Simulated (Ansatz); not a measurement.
System: Au.

```yaml
crystal:
  lattice:
    - [0.00000, 2.02662, -2.02662]
    - [0.00000, 2.05725, 2.05725]
    - [4.08387, 0.00000, 0.00000]
  atoms:
    - { symbol: Au, position: [0.00000, 0.00000, 0.00000] }
    - { symbol: Au, position: [0.50000, 0.50000, 0.50000] }
```

Space group Immm; changed on purpose from its base cell (strain +0.0150 x Voigt [0, 0, 0, 1, 0, 0], atoms carried along); computed without spin polarisation.

All numbers below come from Ansatz 0.2.0, DFT PBEsol, scalar-relativistic, plane waves, PAW.

### Predict the valence pseudo-density and electron localisation function between the atoms.

Au–Au (2.89 Å): ρ is about 0.29 e/Å³ halfway; the ELF is about 0.20 at the midpoint; no shared electron pair shows on this line.
Au–Au (2.91 Å): the density is about 0.27 e/Å³ at the midpoint; the ELF is about 0.20 at the midpoint: no localised pair shows between them.

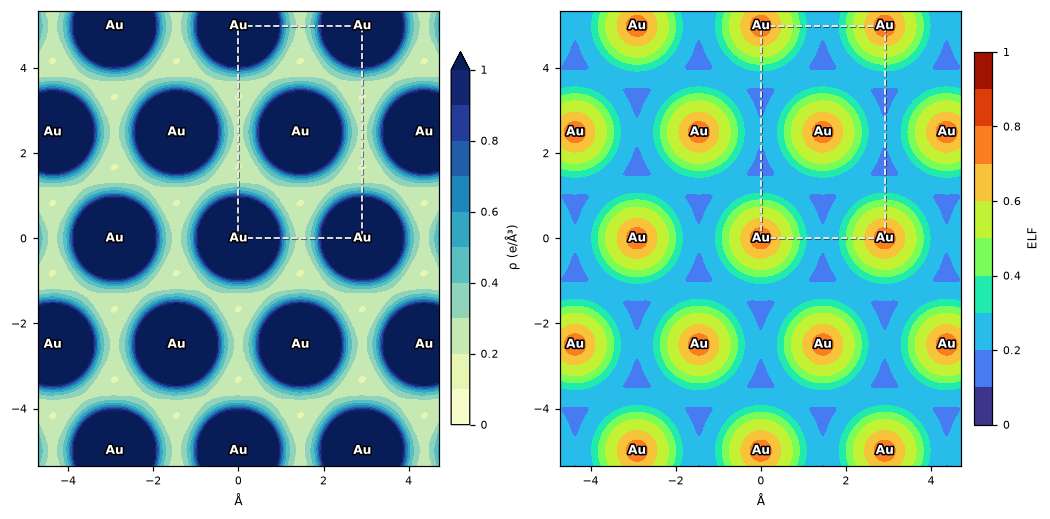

Computed valence pseudo-density and electron localisation function on the (101̄) plane of the conventional cell, in this order. 
